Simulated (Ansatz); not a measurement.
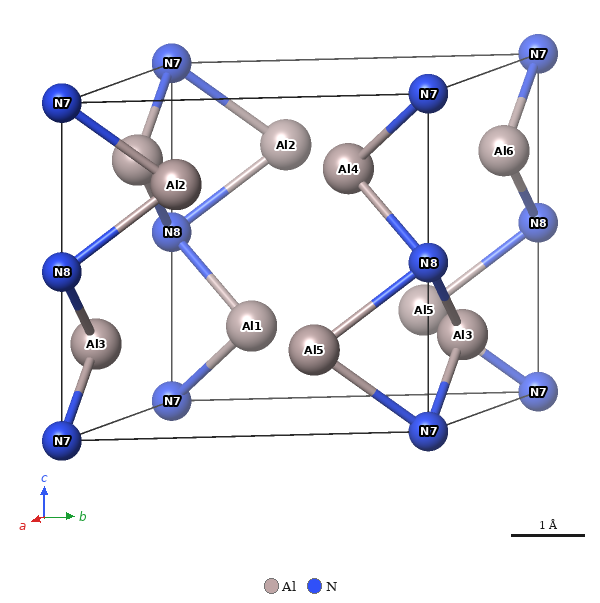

Figure 1. The structure (ball-and-stick view of the cell of the calculation, seen slightly off an axis; atoms are numbered from 1 in the order of the input). Near neighbours in the crystal (not all of them lie inside the picture): Al has 2 N at 2.00 Å; N has 6 Al at 2.00 Å.

## Al₃N: a changed input and its effect

System: Al₃N (P6₃/mcm, 8 atoms in the cell).
Method of run 1: DFT PBE, scalar-relativistic, plane waves, PAW, spin-polarised (Ansatz 0.2.0).

The structure was made by swapping elements on the sites of another compound; it need not be a known phase. Text and figures count atoms from 1; the logs count them from 0 in places.

Input file, run 1:
```yaml
crystal:
  lattice:
    - [5.1946198642, 0.0, 0.0]
    - [-2.5973099322, 4.4986727654, 0.0]
    - [0.0, 0.0, 4.6928055763]
  atoms:
    - { symbol: Al, position: [0.3115, 0.3115, 0.25] }
    - { symbol: Al, position: [0.0, 0.3115, 0.75] }
    - { symbol: Al, position: [0.6885, 0.0, 0.25] }
    - { symbol: Al, position: [0.6885, 0.6885, 0.75] }
    - { symbol: Al, position: [0.0, 0.6885, 0.25] }
    - { symbol: Al, position: [0.3115, 0.0, 0.75] }
    - { symbol: "N", position: [0.0, 0.0, 0.0], spin: 1.0 }
    - { symbol: "N", position: [0.0, 0.0, 0.5], spin: 1.0 }
basis:
  ecutwfc: 420
kpoints:
  mp_grid: { grid: [6, 6, 4] }
hamiltonian:
  xc: pbe
scf:
  occupations: { method: gaussian, width: 0.1 }
  lower_state_search: "off"
output:
  forces: true
  stress: true
  eigenvalues: true
  populations: true
magnetization:
  spin_polarized: true
```

Launched with:
```bash
ansatz run input.yaml --threads 1 --pin off --max-ram 2560MiB --backend cpu --events-out ev --progress --plain --runs-dir out
```

Hardware: 1 thread of Intel Xeon (Granite Rapids), 192 GiB of memory available, shared host.

Output, shortened to warnings, some set-up lines, iterations and results (run 1):
```
WARN: the starting moments were not kept: the SCF closed with an absolute magnetisation of 1.3e-5 μB, where they sum to 2 μB in size (2 sites). That is at most 0.1 of that sum. Measured as dr2_m measures the in/out step, that magnetisation stands 6.3e-12 eV from none, at or under the dr2_threshold of 1.0e-7 eV: it is no larger than a step whose dr2_m would equal this threshold. The system may …
Basis set: ecut = 420 eV, 2121 PW (Γ), exchange–correlation on 72×72×64 points (8 copies of the dense FFT grid, shifted against one another)
Symmetry: 24 space group operations
k-points: 21 of 144
Initial density: superposition of atomic densities (chi_scale 0.1, normalization cell, long waves kept (reshape's long-wave potential 0.09 eV rms))
[...]
SCF iter   1: F=—  HF=-3994.438633 eV  |F-HF|=—  |Δ(HF+E_count)|=         —  Δρ=6.51e-2 (↑2.24e-2 ↓6.51e-2)  dr2=8.49e0  dr2_m=7.97e-1  M=0.110 μB ∫|m|=0.382 μB  β_m=0.30  …
SCF iter   2: F=—  HF=-3993.109418 eV  |F-HF|=—  |Δ(HF+E_count)|=    1.33e0  Δρ=3.78e-2 (↑1.62e-2 ↓3.78e-2)  dr2=2.36e0  dr2_m=4.26e-1  M=0.100 μB ∫|m|=0.299 μB  β_m=0.30  …
SCF iter   3: F=—  HF=-3992.654504 eV  |F-HF|=—  |Δ(HF+E_count)|=   4.55e-1  Δρ=2.05e-2 (↑2.05e-2 ↓1.63e-2)  dr2=3.14e-1  dr2_m=2.34e-1  M=0.121 μB ∫|m|=0.244 μB  β_m=0.30  …
SCF iter   4: F=—  HF=-3992.606985 eV  |F-HF|=—  |Δ(HF+E_count)|=   4.75e-2  Δρ=1.22e-2 (↑1.07e-2 ↓1.22e-2)  dr2=1.59e-2  dr2_m=1.28e-1  M=0.092 μB ∫|m|=0.195 μB  β_m=0.30  …
SCF iter   5: F=—  HF=-3992.636579 eV  |F-HF|=—  |Δ(HF+E_count)|=   2.96e-2  Δρ=8.68e-3 (↑8.63e-3 ↓8.68e-3)  dr2=3.92e-3  dr2_m=7.37e-2  M=0.074 μB ∫|m|=0.157 μB  β_m=0.30  …
[... 5 lines ...]
SCF iter  11: F=—  HF=-3992.680965 eV  |F-HF|=—  |Δ(HF+E_count)|=   7.96e-6  Δρ=2.41e-5 (↑2.41e-5 ↓1.62e-5)  dr2=1.61e-6  dr2_m=5.19e-8  M=0.000 μB ∫|m|=0.001 μB  β_m=0.75  …
SCF iter  12: F=-3992.680965 eV  HF=-3992.680965 eV  |F-HF|=4.50e-8  |Δ(HF+E_count)|=   2.62e-7  Δρ=3.75e-6 (↑3.75e-6 ↓3.67e-6)  dr2=6.16e-9  dr2_m=1.33e-8  M=0.000 μB …
SCF iter  13: F=-3992.680965 eV  HF=-3992.680965 eV  |F-HF|=6.76e-10  |Δ(HF+E_count)|=   7.73e-8  Δρ=5.14e-7 (↑5.14e-7 ↓4.70e-7)  dr2=8.62e-11  dr2_m=2.31e-10  M=0.000 μB …
SCF iter  14: F=-3992.680965 eV  HF=-3992.680965 eV  |F-HF|=4.64e-11  |Δ(HF+E_count)|=   1.15e-9  Δρ=1.12e-7 (↑1.11e-7 ↓1.12e-7)  dr2=1.13e-12  dr2_m=1.23e-11  M=0.000 μB …
SCF 1 converged in 14 iterations: F = -3992.680965 eV  dr2 = 1.13e-12
SCF converged after 14 iterations
Magnetization: 0.0000 μB (14.0000 up, 14.0000 down)
Absolute magnetization: 0.0000 μB (∫|ρ↑−ρ↓|, with the PAW one-centre terms)
Spin contamination: 0.0000 ħ² per cell (⟨S²⟩ above its minimum at these occupations)
Per-site moments (μB) at R_I (Å): [(2.532649647730443e-7, 0.8244560502098528), (2.5326496477536045e-7, 0.8244560502098528), (2.532649648310157e-7, 0.8244560502098528), (2.532649648050476e-7, 0.8244560502098528), (2.5326496480288515e-7, 0.8244560502098527), (2.5326496482230873e-7, …
Free energy (F): -3992.680965 eV
Harris-Foulkes:  -3992.680965 eV  (|F-HF|=4.64e-11)
Internal energy: -3992.666164 eV  (E = F + TS)
E sigma→0 (E₀):  -3992.673564 eV
Entropy (-TS):   -0.014801 eV (-1.850 meV/atom)
Fermi energy:    8.723689 eV
--- Per-component energies (eV) ---
  E_band       = 58.273280
  E_kinetic    = 413.823940
  E_local      = -728.633206  (includes V_loc(G=0)·N_el)
  E_nonlocal   = 150.821459
  E_hartree    = 307.110466
  E_xc         = -362.406726
  E_vxc        = -331.883372  (∫ρ·V_xc dr)
  E_paw        = -3058.325187  (= ΣΔE_a)
  E_vpaw       = -60.076684  (= ΣTr[D̂ρ^β])
  E_aug_tail   = 0.000183  (compensation charges beyond the density's cutoff)
  E_ewald      = -715.057093
  E_smearing   = -0.014801  (= −TS)
  E_closure    = 0.000000  (closes the sum)
  Σ components = -3992.680965   (vs F -3992.680965, Δ=0.00e0)
--- Forces (eV/Å), atoms counted from 1 ---
  atom   1  Al     0.51567597     0.89317698     0.00000000
  atom   2  Al    -0.51567597     0.89317698    -0.00000000
  atom   3  Al    -1.03135193    -0.00000000    -0.00000000
  atom   4  Al    -0.51567597    -0.89317698    -0.00000000
  atom   5  Al     0.51567597    -0.89317698     0.00000000
  atom   6  Al     1.03135193     0.00000000     0.00000000
  atom   7  N     -0.00000000    -0.00000000    -0.00000000
  atom   8  N      0.00000000     0.00000000    -0.00000000
  max |Σ_I F_I| component: 5.09e-17 eV/Å
--- Stress (GPa, compression-positive) ---
       -8.338104      -0.000000       0.000000
       -0.000000      -8.338104      -0.000000
        0.000000      -0.000000      27.625408
  P = ⅓ Tr σ = 3.6497 GPa (36.497 kbar)
--- Löwdin populations: 8 sites ---
  site symbol       q [e]    m [muB]
     0     Al      2.5784     0.0000
     1     Al      2.5784     0.0000
     2     Al      2.5784     0.0000
     3     Al      2.5784     0.0000
     4     Al      2.5784     0.0000
     5     Al      2.5784     0.0000
     6      N      6.0594    -0.0000
     7      N      6.0594    -0.0000
  spilling = 0.014672 (of n_electrons = 28.000000)
```

For run 2 the input was changed thus:
```diff
-    - { symbol: "N", position: [0.0, 0.0, 0.0], spin: 1.0 }
-    - { symbol: "N", position: [0.0, 0.0, 0.5], spin: 1.0 }
+    - { symbol: "N", position: [0.0, 0.0, 0.0] }
+    - { symbol: "N", position: [0.0, 0.0, 0.5] }
-  populations: true
-magnetization:
-  spin_polarized: true
```

Predict how the results change.

The energy is the same within 0.01 meV per atom. The SCF takes 6 iterations against 14. The two runs start from different initial densities, which also moves the count.

Output, shortened to warnings, some set-up lines, iterations and results (run 2):
```
Basis set: ecut = 420 eV, 2121 PW (Γ), exchange–correlation on 72×72×64 points (8 copies of the dense FFT grid, shifted against one another)
Symmetry: 24 space group operations
k-points: 21 of 144
Initial density: superposition of atomic densities (neutral atoms: chi_scale 0, normalization atom), corrected by the library's trained network
[...]
SCF iter   1: F=—  HF=-3992.706911 eV  |F-HF|=—  |Δ(HF+E_count)|=         —  Δρ=8.16e-3  dr2=1.04e-1  ethr=1.77e-3  ⟨swp⟩=7.2  Hψ=2707  notcnv=0
SCF iter   2: F=—  HF=-3992.684035 eV  |F-HF|=—  |Δ(HF+E_count)|=   2.29e-2  Δρ=3.00e-3  dr2=1.12e-2  ethr=3.73e-4  ⟨swp⟩=2.7  Hψ=927  notcnv=0  defer=1
SCF iter   3: F=—  HF=-3992.681788 eV  |F-HF|=—  |Δ(HF+E_count)|=   2.25e-3  Δρ=1.52e-3  dr2=3.07e-3  ethr=4.01e-5  ⟨swp⟩=1.0  Hψ=418  notcnv=0  defer=1
SCF iter   4: F=—  HF=-3992.680910 eV  |F-HF|=—  |Δ(HF+E_count)|=   8.78e-4  Δρ=1.68e-4  dr2=2.01e-5  ethr=1.10e-5  ⟨swp⟩=2.7  Hψ=704  notcnv=0  defer=1
SCF iter   5: F=—  HF=-3992.680965 eV  |F-HF|=—  |Δ(HF+E_count)|=   5.50e-5  Δρ=1.77e-5  dr2=5.77e-7  ethr=7.17e-8  ⟨swp⟩=2.3  Hψ=726  notcnv=0  defer=1
SCF iter   6: F=-3992.680965 eV  HF=-3992.680965 eV  |F-HF|=1.98e-8  |Δ(HF+E_count)|=   8.86e-8  Δρ=4.89e-6  dr2=4.03e-8  ethr=3.57e-10  ⟨swp⟩=9.0  Hψ=2204  notcnv=0
SCF 1 converged in 6 iterations: F = -3992.680965 eV  dr2 = 4.03e-8
SCF converged after 6 iterations
Free energy (F): -3992.680965 eV
Harris-Foulkes:  -3992.680965 eV  (|F-HF|=1.98e-8)
Internal energy: -3992.666164 eV  (E = F + TS)
E sigma→0 (E₀):  -3992.673565 eV
Entropy (-TS):   -0.014800 eV (-1.850 meV/atom)
Fermi energy:    8.723694 eV
--- Per-component energies (eV) ---
  E_band       = 58.272363
  E_kinetic    = 413.824174
  E_local      = -728.634899  (includes V_loc(G=0)·N_el)
  E_nonlocal   = 150.821692
  E_hartree    = 307.111864
  E_xc         = -362.406805
  E_vxc        = -331.883461  (∫ρ·V_xc dr)
  E_paw        = -3058.325279  (= ΣΔE_a)
  E_vpaw       = -60.076786  (= ΣTr[D̂ρ^β])
  E_aug_tail   = 0.000183  (compensation charges beyond the density's cutoff)
  E_ewald      = -715.057093
  E_smearing   = -0.014800  (= −TS)
  E_closure    = 0.000000  (closes the sum)
  Σ components = -3992.680965   (vs F -3992.680965, Δ=0.00e0)
--- Forces (eV/Å), atoms counted from 1 ---
  atom   1  Al     0.51567973     0.89318350     0.00000000
  atom   2  Al    -0.51567973     0.89318350    -0.00000000
  atom   3  Al    -1.03135946    -0.00000000    -0.00000000
  atom   4  Al    -0.51567973    -0.89318350    -0.00000000
  atom   5  Al     0.51567973    -0.89318350     0.00000000
  atom   6  Al     1.03135946     0.00000000     0.00000000
  atom   7  N     -0.00000000    -0.00000000     0.00000000
  atom   8  N      0.00000000     0.00000000     0.00000000
  max |Σ_I F_I| component: 6.66e-16 eV/Å
--- Stress (GPa, compression-positive) ---
       -8.338107      -0.000000       0.000000
       -0.000000      -8.338107      -0.000000
        0.000000      -0.000000      27.624976
  P = ⅓ Tr σ = 3.6496 GPa (36.496 kbar)
```

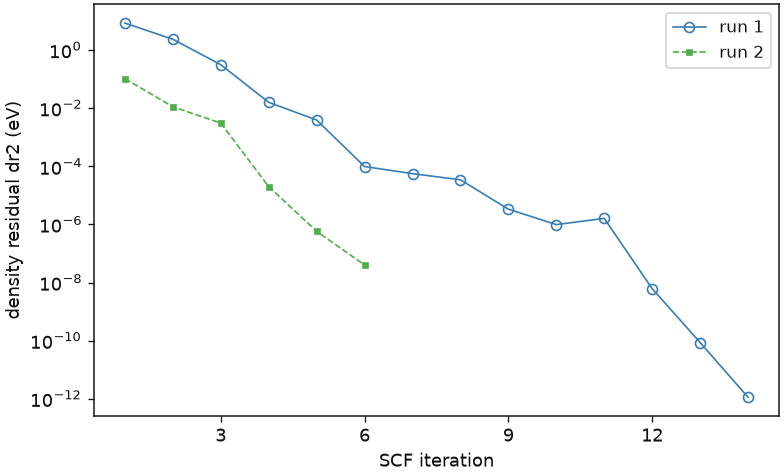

Figure 2. Convergence of the two runs: density residual dr2 against the SCF iteration. Run 1 takes 14 iterations in all, and run 2 takes 6.

The two runs side by side:

| quantity | run 1 | run 2 |
| --- | --- | --- |
| outcome | converged | converged |
| free energy per atom (eV) | −499.0851 | −499.0851 |
| energy per atom, smearing taken to zero (eV) | −499.0842 | −499.0842 |
| gap on the mesh (eV) | 0.00 | 0.00 |
| net moment of the cell (μB) | 0.00 | – |
| absolute moment of the cell (μB) | 0.00 | – |
| pressure (GPa) | 3.65 | 3.65 |
| largest force (eV/Å) | 1.031 | 1.031 |
| SCF iterations | 14 | 6 |
| irreducible k-points | 21 | 21 |
| plane waves at Γ | 2121 | 2121 |
| wall time (shared host) | 5.4 s | 1.4 s |

For run 1: Warnings: some starting moments were not kept.
